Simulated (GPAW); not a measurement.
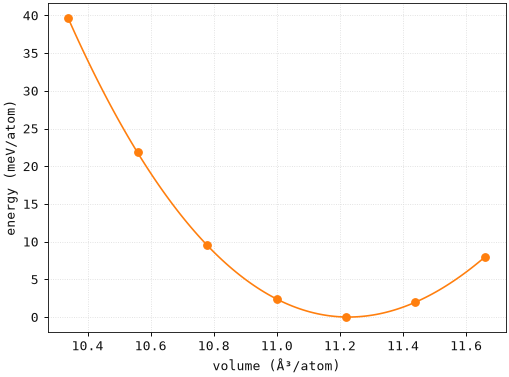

Plotted: energy against volume for MnO, space group Fm-3m (No. 225).

Starting cell:
```
CELL_PARAMETERS angstrom
0.00000 2.22391 2.22391
2.22391 0.00000 2.22391
2.22391 2.22391 0.00000
ATOMIC_POSITIONS crystal
Mn 0.00000 0.00000 0.00000
O 0.50000 0.50000 0.50000
```

Method: PAW DFT in plane waves, on a grid or in atomic orbitals, collinear spins; energies at scaled volumes of the given cell, shape and fractions fixed, counted from the fit's minimum, third-order Birch-Murnaghan fit (GPAW 26.7.0). Level: r2SCAN, collinear spin.

k mesh 8×8×8; occupations Fermi–Dirac; smearing width 0.05 eV; potentials GPAW PAW data sets (gpaw data 1.2.1); wave cutoff 800 eV; program settings basis pw.

This calculation gives: equilibrium volume 11.23 Å³/atom and bulk modulus 161 GPa.

Now Mn is replaced by Co on all its sites, which gives CoO in the same structure. The second calculation uses k mesh 11×11×11. How do these quantities change?

The equilibrium volume falls from 11.23 to 9.40 Å³/atom (−16 %) and the bulk modulus rises from 161 to 216 GPa (+34 %).

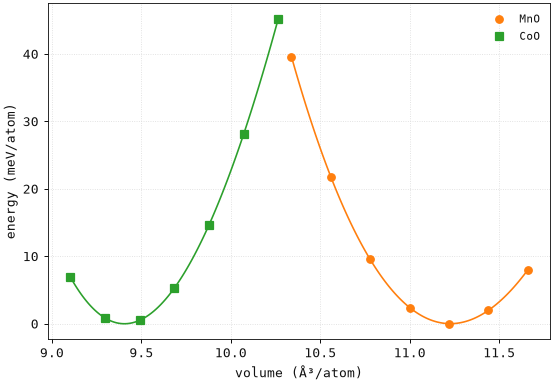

The two results together.

V0 and the bulk modulus come from third-order Birch–Murnaghan fits.
